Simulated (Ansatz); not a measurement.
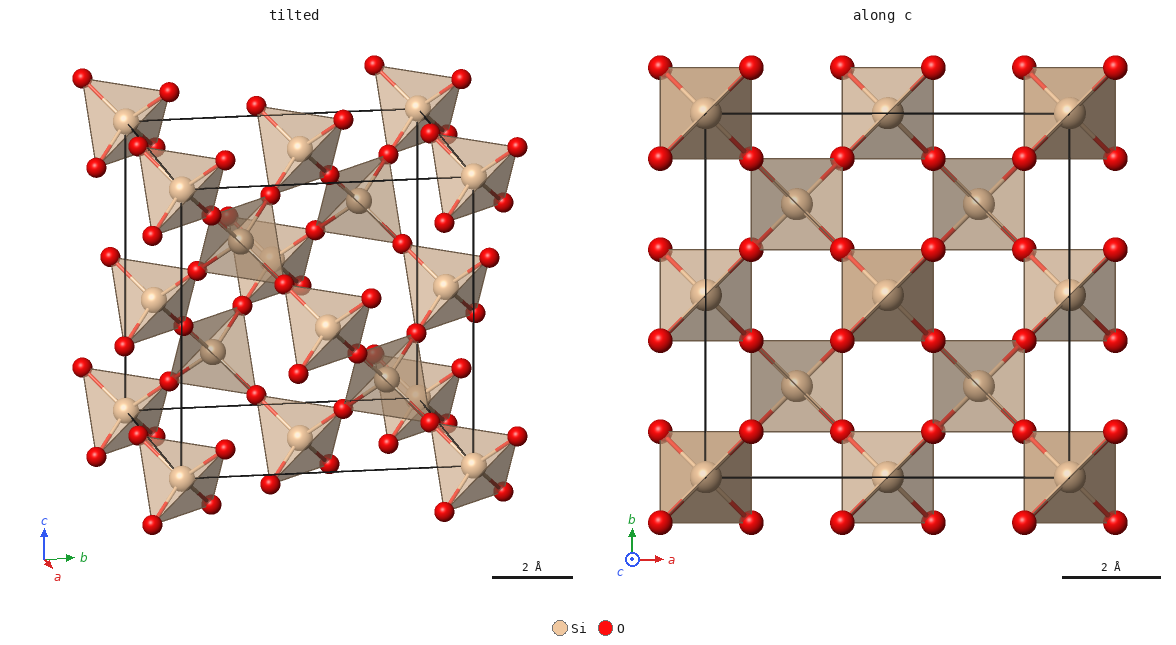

Polyhedral model, viewed slightly off an axis and along the c axis. The frame is the conventional unit cell; atoms at its boundary are shown with their periodic copies. Some atoms of the next cells are drawn as well.

SiO$_{2}$, space group Fd-3m (No. 227), a = 7.46 Å, b = 7.46 Å, c = 7.46 Å, α = 90.00°, β = 90.00°, γ = 90.00°.

The numbers come from DFT PBE, scalar-relativistic, plane waves, PAW (Ansatz), using a basis cut at 420 eV, k-points about 0.42 Å⁻¹ apart, Gaussian smearing of 0.01 eV, no spin polarisation.

Q: What is the band gap, if any?

A: An insulator at this level, with a gap of 6.14 eV on the k-mesh (the true edges may lie between mesh points, so the gap can be somewhat smaller).

Q: What pressure does the calculation give for this cell?

A: The computed pressure is 0.0 GPa, close to zero.

Its origin is a structure listed in the Materials Project. Earlier steps of the study may have refined or changed the cell and positions. It was run through Ansatz as a DFT input.
